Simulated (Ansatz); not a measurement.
# Geometry relaxation of TaN (part 1 of 2)

- system: TaN (P-62m, 12 atoms in the cell)
- method: DFT PBEsol, scalar-relativistic, plane waves, PAW, no spin polarisation (Ansatz 0.2.0)

The structure derives from an entry of the Crystallography Open Database. It belongs to a series of runs on one base structure; here: 0 of 6 N sites taken by Bi, cell and atoms relaxed.

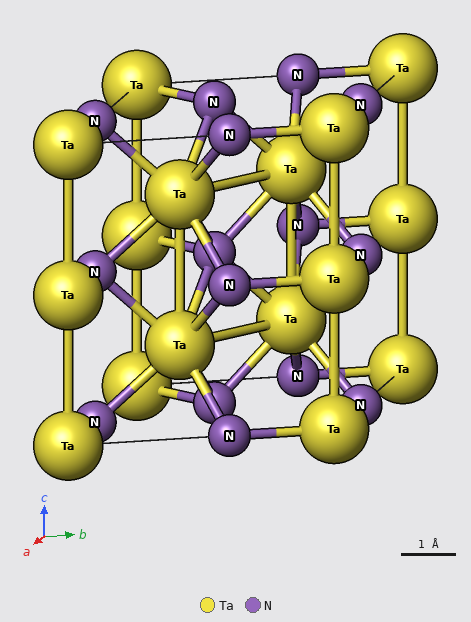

Fig. 1: The starting structure (ball-and-stick view of the cell of the calculation, seen slightly off an axis). An atom can appear more than once, as a periodic image.

### Results in brief

```tsv
quantity	value
outcome	converged
space group (tolerance 0.01 Å)	P-62m (189)
electrons treated	108
free energy	−61125.9794 eV
Fermi energy	19.807 eV
gap on the k-point mesh	none (metallic)
pressure	0.00 GPa
final volume	134.53 Å³
largest force (length of the vector) at the end	0.003 eV/Å
final cell	a = 5.180 Å, b = 5.180 Å, c = 5.788 Å, α = 90.00°, β = 90.00°, γ = 120.00°
hardware	2 threads of Arm Neoverse V1, 24 GiB of memory available, shared host
wall time	55 s (CPU time 1.8 min)
peak memory	0.5 GiB
```

### Notes

Spin–orbit coupling is left out, which matters for Ta.

### Input file
```yaml
crystal:
  lattice:
    - [2.5894604344, -4.4850770366, 0.0]
    - [-5.1789208688, 0.0, 0.0]
    - [0.0, 0.0, -5.7919945551]
  atoms:
    - { symbol: Ta, position: [0.3333333333, 0.6666666667, 0.25] }
    - { symbol: Ta, position: [0.3333333333, 0.6666666667, 0.75] }
    - { symbol: Ta, position: [0.6666666667, 0.3333333333, 0.25] }
    - { symbol: Ta, position: [0.6666666667, 0.3333333333, 0.75] }
    - { symbol: Ta, position: [1.0, 0.0, 0.5] }
    - { symbol: Ta, position: [1.0, 0.0, 0.0] }
    - { symbol: "N", position: [1.0, 0.6066290598, 0.5] }
    - { symbol: "N", position: [1.0, 0.6066290598, 0.0] }
    - { symbol: "N", position: [0.3933709402, 0.3933709402, 0.5] }
    - { symbol: "N", position: [0.3933709402, 0.3933709402, 0.0] }
    - { symbol: "N", position: [0.6066290598, 0.0, 0.5] }
    - { symbol: "N", position: [0.6066290598, 0.0, 0.0] }
basis:
  ecutwfc: 420
kpoints:
  mp_grid: { grid: [6, 6, 6] }
hamiltonian:
  xc: pbesol
scf:
  occupations: { method: gaussian, width: 0.1 }
output:
  forces: true
  stress: true
  eigenvalues: true
relax:
  adjacent_minimum: "off"
  f_tol: 0.015
  max_steps: 60
  cell: { stress_tol: 0.15 }
```

Launch command:
```bash
ansatz run input.yaml --threads 2 --pin off --max-ram 5120MiB --backend cpu --events-out ev --progress --plain --runs-dir out
```

### Log
```
Engine: ansatz 0.2.0, aarch64-unknown-linux-gnu
Pseudopotentials: kind: paw
Pseudopotential: Ta, paw, valence charge 13, recommended cutoff 420 eV (normal), Ta.paw.azcp
Pseudopotential: N, paw, valence charge 5, recommended cutoff 420 eV (normal), N.paw.azcp
Functional definition: PBEsol
  exchange = pbesol_x
  correlation = pbesol_c
Crystal: 12 atoms, lattice volume = 134.536 Å³
Basis set: ecut = 420 eV, 2605 PW (Γ), exchange–correlation on 72×72×80 points (8 copies of the dense FFT grid, shifted against one another)
Bands: 66, of which v1, the nominal top of the filled ones, is band 54 counted from 1 (53 counted from 0)
Symmetry: 24 space group operations
Space group: P-62m (ITA 189), of the structure as read, at distance tolerance 5.1e-5 Å
k-points: 28 of 216 (time reversal used)
Non-local potential: Ta, projectors of the file, l = 0: 3, l = 1: 2, l = 2: 2, l = 3: 1
Non-local potential: N, projectors of the file, l = 0: 2, l = 1: 2, l = 2: 1
PAW form: soft (Blöchl's): semilocal exchange-correlation on the pseudo side does not see the compensation charge
PAW frozen core: Ta, regenerated for the run's functional, and the local potential with it (the file was generated under x = pbe(κ = 0.804, μ = 0.2195149727645171), c = pbe(β = 0.06672455060314922))
PAW frozen core: N, regenerated for the run's functional, and the local potential with it (the file was generated under x = pbe(κ = 0.804, μ = 0.2195149727645171), c = pbe(β = 0.06672455060314922))
PAW one-centre angular grid: Ta, 590 points (default); XC on 64 Gauss nodes
PAW one-centre angular grid: N, 110 points (default); XC on 64 Gauss nodes
Initial density: superposition of atomic densities (neutral atoms: chi_scale 0, normalization atom), corrected by the library's trained network
Initial wavefunctions: pseudopotential atomic-orbital guess
Functional: x = pbesol(κ = 0.804, μ = 0.12345679012345678), c = pbesol(β = 0.046)
SCF iter   1: F=—  HF=-61126.017440 eV  |F-HF|=—  |Δ(HF+E_count)|=         —  Δρ=1.21e-2  dr2=1.76e-1  ethr=1.77e-3  ⟨swp⟩=6.0  Hψ=7227  notcnv=0
preconditioner: auto → Kerker (q_TF=auto, 2.630 Å⁻¹)  [metal: Δε(μ)=0.120 eV  Ē_g=9.552 eV  σ=0.100 eV  W_gap=0.46  n_scr=40 (ndim 8)  ℏωp=24.8 eV  f_vac=0.000  D(μ)=0.80/eV (n_scr^D=0)]
SCF iter   2: F=—  HF=-61125.984368 eV  |F-HF|=—  |Δ(HF+E_count)|=   3.31e-2  Δρ=4.93e-3  dr2=2.59e-2  ethr=1.63e-4  ⟨swp⟩=2.0  Hψ=2684  notcnv=0  defer=1
SCF iter   3: F=—  HF=-61125.980641 eV  |F-HF|=—  |Δ(HF+E_count)|=   3.73e-3  Δρ=2.21e-3  dr2=6.05e-3  ethr=2.40e-5  ⟨swp⟩=1.7  Hψ=1892  notcnv=0  defer=1
SCF iter   4: F=—  HF=-61125.979213 eV  |F-HF|=—  |Δ(HF+E_count)|=   1.43e-3  Δρ=3.75e-4  dr2=1.33e-4  ethr=5.60e-6  ⟨swp⟩=2.0  Hψ=2443  notcnv=0  defer=1
SCF iter   5: F=—  HF=-61125.979193 eV  |F-HF|=—  |Δ(HF+E_count)|=   1.96e-5  Δρ=6.29e-5  dr2=4.37e-6  ethr=1.23e-7  ⟨swp⟩=2.0  Hψ=2457  notcnv=0  defer=1
SCF iter   6: F=—  HF=-61125.979293 eV  |F-HF|=—  |Δ(HF+E_count)|=   9.91e-5  Δρ=1.64e-5  dr2=3.85e-7  ethr=4.05e-9  ⟨swp⟩=2.8  Hψ=3044  notcnv=0  defer=1
SCF iter   7: F=-61125.979292 eV  HF=-61125.979292 eV  |F-HF|=3.06e-9  |Δ(HF+E_count)|=   3.99e-8  Δρ=2.80e-6  dr2=9.14e-9  ethr=9.26e-11  ⟨swp⟩=10.6  Hψ=7606  notcnv=0
SCF 1 converged in 7 iterations: F = -61125.979292 eV  dr2 = 9.14e-9
  greatest PAW one-centre occupation: 1.000 electrons in one spin orbital (limit 2), on the Ta atom at site 5 (counted from 0), in its partial waves of l = 0
relax step   1: F+E_penalty+E_count = -61125.97929249 eV  Δ(F+E_penalty+E_count) = +0.000e0 eV  max|allowed force component| = 3.976e-4 eV/Å  Δτ_max = 0.0000 Å  P = -0.030 GPa  Ω = 134.536 Å³  (7 SCF iters, dr2 threshold 1.00e-7 eV, accepted)
Crystal: 12 atoms, lattice volume = 134.544 Å³
Initial density: handed on by an earlier stage of this run
Initial wavefunctions: those handed on with the density
iter 1 solved again at ethr=1.14e-7 eV; its pass at ethr=3.10e-3 eV (dr2=1.24e-4 eV) is discarded
SCF iter   1: F=—  HF=-61125.978940 eV  |F-HF|=—  |Δ(HF+E_count)|=         —  Δρ=3.32e-4  dr2=1.51e-4  ethr=1.14e-7  ⟨swp⟩=3.1  Hψ=8690  notcnv=0
preconditioner: auto → Resta (q_TF=auto, 2.630 Å⁻¹)  ε∞=7.7  [insulator: Δε(μ)=0.158 eV  Ē_g=9.607 eV  σ=0.100 eV  W_gap=0.52  n_scr=40 (ndim 8)  ℏωp=24.8 eV  f_vac=0.000  D(μ)=0.83/eV (n_scr^D=0)  ε∞_Penn≈7.7]
SCF iter   2: F=—  HF=-61125.979006 eV  |F-HF|=—  |Δ(HF+E_count)|=   6.59e-5  Δρ=1.61e-4  dr2=3.10e-5  ethr=1.14e-7  ⟨swp⟩=2.3  Hψ=2426  notcnv=0
SCF iter   3: F=—  HF=-61125.978996 eV  |F-HF|=—  |Δ(HF+E_count)|=   9.74e-6  Δρ=5.70e-5  dr2=4.59e-6  ethr=2.87e-8  ⟨swp⟩=2.3  Hψ=2602  notcnv=0
SCF iter   4: F=-61125.978995 eV  HF=-61125.978995 eV  |F-HF|=8.34e-8  |Δ(HF+E_count)|=   1.38e-6  Δρ=1.07e-5  dr2=1.40e-7  ethr=2.55e-10  ⟨swp⟩=4.2  Hψ=8200  notcnv=0
SCF 2 converged in 4 iterations: F = -61125.978995 eV  dr2 = 1.40e-7
relax step   2: F+E_penalty+E_count = -61125.97899463 eV  Δ(F+E_penalty+E_count) = +2.979e-4 eV  max|allowed force component| = 1.282e-2 eV/Å  Δτ_max = 0.0014 Å  P = +0.023 GPa  Ω = 134.544 Å³  energy of the carried Pulay correction = -3.355e-5 eV  (4 SCF iters, dr2 threshold 2.75e-7 eV, rejected (line search))
Crystal: 12 atoms, lattice volume = 134.534 Å³
iter 1 solved again at ethr=4.64e-8 eV; its pass at ethr=3.10e-3 eV (dr2=5.01e-5 eV) is discarded
SCF iter   1: F=—  HF=-61125.979318 eV  |F-HF|=—  |Δ(HF+E_count)|=         —  Δρ=2.16e-4  dr2=6.08e-5  ethr=4.64e-8  ⟨swp⟩=3.1  Hψ=8677  notcnv=0
preconditioner: auto → Kerker (q_TF=auto, 2.630 Å⁻¹)  [metal: Δε(μ)=0.143 eV  Ē_g=9.607 eV  σ=0.100 eV  W_gap=0.49  n_scr=40 (ndim 8)  ℏωp=24.8 eV  f_vac=0.000  D(μ)=0.82/eV (n_scr^D=0)]
SCF iter   2: F=—  HF=-61125.979406 eV  |F-HF|=—  |Δ(HF+E_count)|=   8.79e-5  Δρ=1.10e-4  dr2=1.50e-5  ethr=4.64e-8  ⟨swp⟩=2.4  Hψ=2422  notcnv=0
SCF iter   3: F=—  HF=-61125.979399 eV  |F-HF|=—  |Δ(HF+E_count)|=   6.54e-6  Δρ=3.40e-5  dr2=1.67e-6  ethr=1.39e-8  ⟨swp⟩=2.5  Hψ=2566  notcnv=0
SCF iter   4: F=—  HF=-61125.979410 eV  |F-HF|=—  |Δ(HF+E_count)|=   1.09e-5  Δρ=7.88e-6  dr2=9.04e-8  ethr=1.55e-9  ⟨swp⟩=2.0  Hψ=2675  notcnv=0
SCF iter   5: F=—  HF=-61125.979410 eV  |F-HF|=—  |Δ(HF+E_count)|=   2.10e-8  Δρ=2.58e-6  dr2=5.43e-9  ethr=8.37e-11  ⟨swp⟩=2.0  Hψ=2583  notcnv=0
SCF iter   6: F=-61125.979410 eV  HF=-61125.979410 eV  |F-HF|=7.28e-12  |Δ(HF+E_count)|=  3.57e-10  Δρ=3.38e-7  dr2=9.62e-11  ethr=1.00e-12  ⟨swp⟩=5.0  Hψ=6195  notcnv=0
SCF 3 converged in 6 iterations: F = -61125.979410 eV  dr2 = 9.62e-11
relax step   3: F+E_penalty+E_count = -61125.97940986 eV  Δ(F+E_penalty+E_count) = -1.174e-4 eV  max|allowed force component| = 3.092e-3 eV/Å  Δτ_max = 0.0004 Å  P = -0.002 GPa  Ω = 134.534 Å³  energy of the carried Pulay correction = +1.352e-6 eV  (6 SCF iters, accepted)
Initial wavefunctions: pseudopotential atomic-orbital guess (no wavefunctions were taken with the density)
iter 1 solved again at ethr=5.37e-8 eV; its pass at ethr=3.10e-3 eV (dr2=5.80e-5 eV) is discarded
SCF iter   1: F=—  HF=-61125.979315 eV  |F-HF|=—  |Δ(HF+E_count)|=         —  Δρ=5.58e-6  dr2=3.75e-9  ethr=5.37e-8  ⟨swp⟩=3.9  Hψ=12332  notcnv=0
eigensolver tolerance schedule: the retry pair's looser diagonalisation over-reported the residual by 15462.30 of it (diagonalisation noise at 0.37 of the residual, at the tolerance the schedule requests for it); recorded, not acted on — ethr = c·dr2/N_el stays at c = 1.0e-1
preconditioner: auto → Kerker (q_TF=auto, 2.630 Å⁻¹)  [metal: Δε(μ)=0.142 eV  Ē_g=9.607 eV  σ=0.100 eV  W_gap=0.49  n_scr=40 (ndim 8)  ℏωp=24.8 eV  f_vac=0.000  D(μ)=0.82/eV (n_scr^D=0)]
SCF iter   2: F=—  HF=-61125.979424 eV  |F-HF|=—  |Δ(HF+E_count)|=   1.09e-4  Δρ=3.13e-6  dr2=1.35e-9  ethr=3.47e-12  ⟨swp⟩=3.4  Hψ=4802  notcnv=0
SCF iter   3: F=-61125.979424 eV  HF=-61125.979424 eV  |F-HF|=7.28e-12  |Δ(HF+E_count)|=   3.68e-9  Δρ=3.61e-7  dr2=5.80e-11  ethr=1.00e-12  ⟨swp⟩=7.6  Hψ=6626  notcnv=0
SCF 4 converged in 3 iterations: F = -61125.979424 eV  dr2 = 5.80e-11
relax step   4: F+E_penalty+E_count = -61125.97942430 eV  Δ(F+E_penalty+E_count) = -1.445e-5 eV  max|allowed force component| = 3.108e-3 eV/Å  Δτ_max = 0.0000 Å  P = -0.002 GPa  Ω = 134.534 Å³  stress off target by 1.68e-2 GPa  SCF on the basis re-selected at this cell (its energy is not comparable with the rows above)  (3 SCF iters)
```

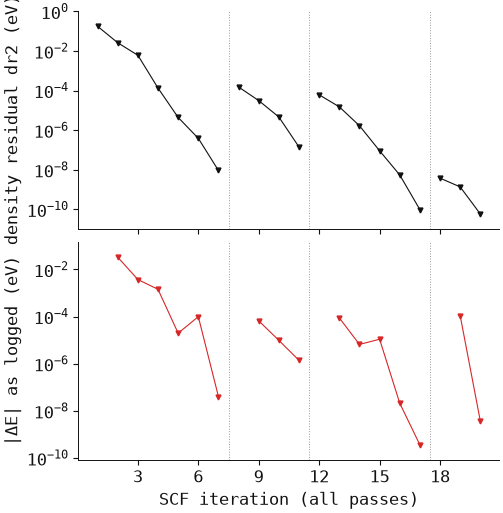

Fig. 2: Convergence of the self-consistent field: density residual dr2 and size of the energy change against the SCF iteration. The dotted lines part the SCF passes of the relaxation: geometry steps, rejected trials and re-solves on a re-selected basis. The passes take 7, 4, 6 and 3 iterations.

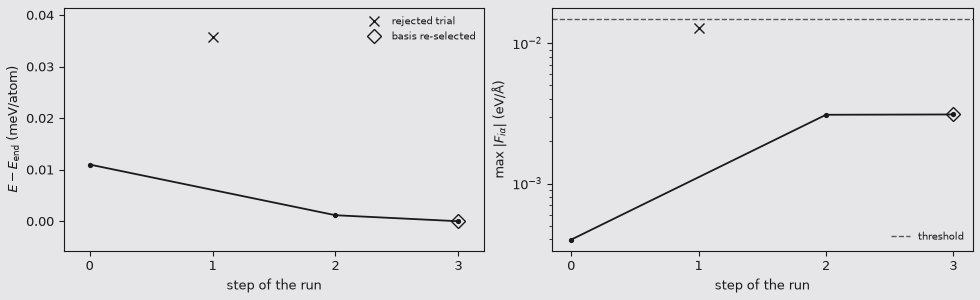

Fig. 3: Progress of the relaxation, step by step (the first geometry is step 0 here and step 1 in the log). After 2 geometry steps the energy has fallen by next to nothing (0.0 meV per atom). Largest force component: 0.0004 eV/Å at the start, 0.0031 eV/Å at the end. Pressure: −0.03 GPa at the start and 0.00 GPa at the end. The line search rejected the trial step at point 1 (counted from 0) and went back. The atoms keep their places relative to the cell (all moves are under 0.005 Å). The space group stays P-62m (No. 189). A last SCF at the same geometry on a re-selected plane-wave basis shifts the energy by next to nothing (0.0 meV per atom).

```
basis re-selected at this cell: Δ(F+E_penalty+E_count) = -1.445e-5 eV, ΔP = +0.000 GPa vs the last step (what re-selecting the basis moved, of the pressure what is left beyond the Pulay correction that the steps carried, after the strain that the cell walked since its last selection, with what the two solves' SCF thresholds leave and, on support functions, any second-order correction that the steps lacked; it is no measure of the basis error at this ecutwfc). This SCF's stress stands 1.68e-2 GPa from its target on what of the cell is left free (relax.cell.stress_tol is 1.50e-1 GPa) and its largest allowed force component is 3.11e-3 eV/Å (relax.f_tol is 1.50e-2 eV/Å): within both
SCF converged after 3 iterations
Free energy (F): -61125.979424 eV
Harris-Foulkes:  -61125.979424 eV  (|F-HF|=7.28e-12)
Internal energy: -61125.975307 eV  (E = F + TS)
E sigma→0 (E₀):  -61125.977365 eV
Entropy (-TS):   -0.004118 eV (-0.343 meV/atom)
Fermi energy:    19.807185 eV
--- Per-component energies (eV) ---
  E_band       = -424.820672
  E_kinetic    = 2997.706281
  E_local      = -4026.712607  (includes V_loc(G=0)·N_el)
  E_nonlocal   = 378.078547
  E_hartree    = 1363.174954
  E_xc         = -1666.703385
  E_vxc        = -1689.058329  (∫ρ·V_xc dr)
  E_paw        = -50373.489960  (= ΣΔE_a)
  E_vpaw       = -811.185942  (= ΣTr[D̂ρ^β])
  E_aug_tail   = 0.001669  (compensation charges beyond the density's cutoff)
  E_ewald      = -9799.481278
  E_core_change = 1.450472  (= ΣΔE_core)
  E_smearing   = -0.004118  (= −TS)
  E_closure    = -0.000000  (closes the sum)
  Σ components = -61125.979424   (vs F -61125.979424, Δ=0.00e0)
```
